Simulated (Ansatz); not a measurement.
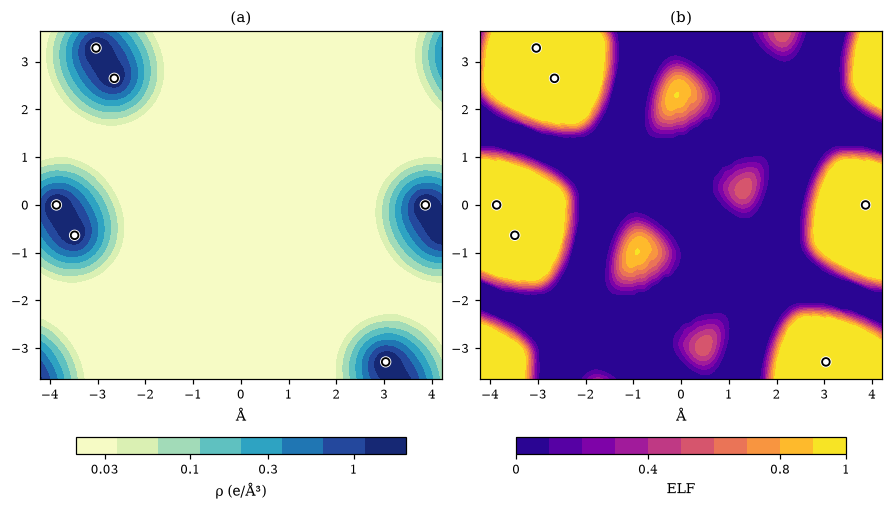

Figure. H. (a) valence electron density; (b) electron localisation function on the (111) plane of the conventional cell. Circles mark the nuclei in the plane (H).

Space group Cmcm; a structure from a database of computed crystals, not necessarily the ambient phase; changed on purpose from its base cell (volume × 1.03, shape and atoms relaxed).

Theory: DFT PBE, scalar-relativistic, plane waves, PAW in Ansatz 0.2.0.

Core electrons are frozen (PAW), and the valence fields are smoothed inside the atomic spheres.

Input

```
crystal:
  lattice:
    - [1.7905481867, -2.8794630249, 0.0]
    - [1.7905481867, 2.8794630249, 0.0]
    - [0.0, 0.0, 6.8426423046]
  atoms:
    - { symbol: H, position: [0.5539446126, 0.4460553874, 0.9682845208] }
    - { symbol: H, position: [0.4460553874, 0.5539446126, 0.0317154792] }
    - { symbol: H, position: [0.4460553874, 0.5539446126, 0.4682845208] }
    - { symbol: H, position: [0.5539446126, 0.4460553874, 0.5317154792] }
basis:
  ecutwfc: 420
kpoints:
  mp_grid: { grid: [8, 8, 4] }
hamiltonian:
  xc: pbe
scf:
  occupations: { method: gaussian, width: 0.02 }
output:
  forces: true
  stress: true
  eigenvalues: true
  write_density: true
  write_potential: true
  elf: true
  volumetric_format: npy
relax:
  adjacent_minimum: "off"
  f_tol: 0.01
  max_steps: 30
  cell: { stress_tol: 0.1, fix: [volume] }
```

Run with:

```sh
ansatz run input.yaml --threads 1 --pin off --max-ram 2560MiB --backend cpu --events-out ev --progress --plain --runs-dir out
```

Below, planes, directions and counts refer to the conventional cell (a = 3.58 Å, b = 5.76 Å, c = 6.84 Å, α = 90.00°, β = 90.00°, γ = 90.00°).

The fields are those of the run's last geometry, not of the input's.

Interpret the plot.

The section cuts through H sites.
H–H (0.75 Å): the density is about 1.8 e/Å³ at the midpoint; the ELF is about 1 at the midpoint.
The density dies away to nearly zero in the voids.

Metal or insulator at this level of theory?

It is gapped, with a Kohn–Sham gap of 8.8 eV on the k-point mesh (the band edges may lie off the mesh, which would make the gap smaller).
